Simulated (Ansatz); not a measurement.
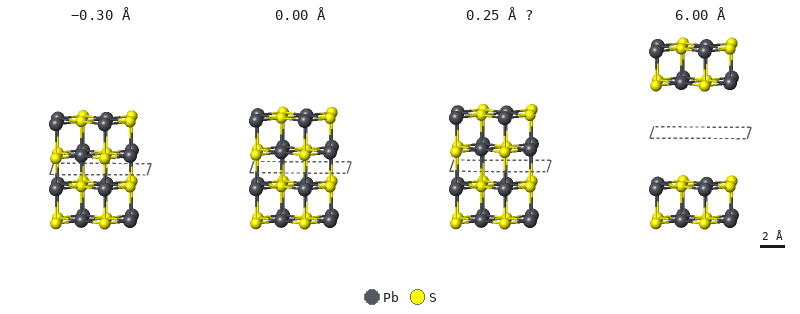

Energy scan for a crystal of PbS (Fm-3m), in which the crystal is pulled apart rigidly along the normal of the (0 0 1) plane of the conventional cell, at a cut between a plane of Pb/S below and one of Pb/S above, 2.97 Å apart. One cut stands in each cell, which starts 11.9 Å high; nothing is relaxed, and the dashed outline marks the cut. Style: ball-and-stick. Shown: the layers on both sides of the cut, from the side, nearly along the cut plane.

Level of theory: Ansatz 0.2.0, DFT PBE+D3(BJ), scalar-relativistic, plane waves, PAW. Settings: plane-wave cutoff 420 eV; k-point mesh 8 × 8 × 3; occupations gaussian; smearing width 0.03 eV; no spin polarisation. Energies (free energies at the smearing named) are counted from the relaxed crystal.

```json
{"opening (Å)": "−0.30", "ΔE per area (J/m²)": "0.223"}
{"opening (Å)": "−0.15", "ΔE per area (J/m²)": "0.044"}
{"opening (Å)": "0.00", "ΔE per area (J/m²)": "0.000"}
{"opening (Å)": "0.25", "ΔE per area (J/m²)": "?"}
{"opening (Å)": "0.50", "ΔE per area (J/m²)": "0.198"}
{"opening (Å)": "0.75", "ΔE per area (J/m²)": "0.329"}
{"opening (Å)": "1.00", "ΔE per area (J/m²)": "0.443"}
{"opening (Å)": "1.50", "ΔE per area (J/m²)": "0.607"}
{"opening (Å)": "2.00", "ΔE per area (J/m²)": "0.710"}
{"opening (Å)": "3.00", "ΔE per area (J/m²)": "0.814"}
{"opening (Å)": "4.50", "ΔE per area (J/m²)": "0.871"}
{"opening (Å)": "6.00", "ΔE per area (J/m²)": "0.892"}
```

Q: Fill in the missing row.

A: A straight line between the two neighbours gives 0.099 J/m². A cubic through the four nearest rows (−0.15, 0.00, 0.50, 0.75) gives, with Lagrange weights, (−0.3561)(0.044) + (0.8889)(0.000) + (0.6154)(0.198) + (−0.1481)(0.329) = 0.057 J/m². The calculation gives 0.069 J/m², so the cubic is 0.012 J/m² too low and the straight line 0.030 J/m² too high, as the curve bends upwards here.

The whole profile:

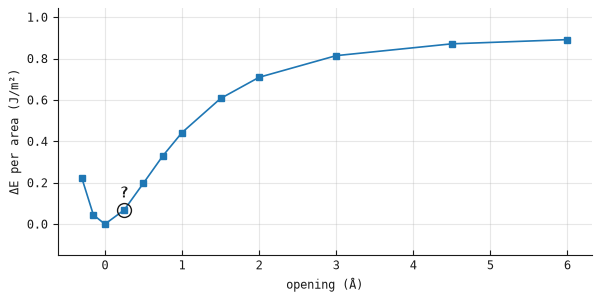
